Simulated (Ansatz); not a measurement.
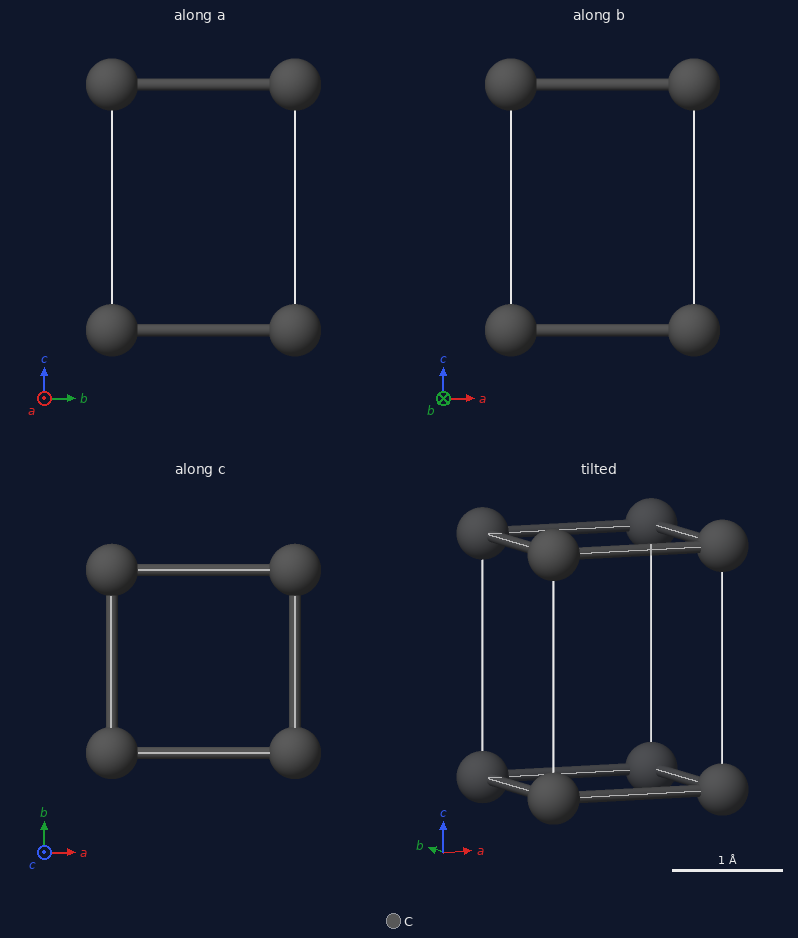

We look at a ball-and-stick model of the crystal along the a axis, along the b axis, along the c axis and slightly off an axis. The frame is the conventional unit cell; atoms at its boundary are shown with their periodic copies.

Lattice parameters: a = 1.673 Å, b = 1.673 Å, c = 2.246 Å, α = 90.00°, β = 90.00°, γ = 90.00°. Put a along x and b in the xy plane.

Question: Convert the drawing into a POSCAR file.

Answer:
```
C
1.0
     1.673    0.000    0.000
     0.000    1.673    0.000
     0.000    0.000    2.246
C
1
Direct
  0.0000 0.0000 0.0000
```

The initial geometry was a random cell made by a generator, so it need not be a real form of the element. Earlier steps of the study, as a rule a relaxation of our own, may have changed the cell and positions, so they can lie some per cent off the listed ones. It went into a calculation with Ansatz.

At this level of theory the run's own cell isn't at rest (stretched, at -7 GPa), so its distances can differ from those at equilibrium, the more so the softer the solid.
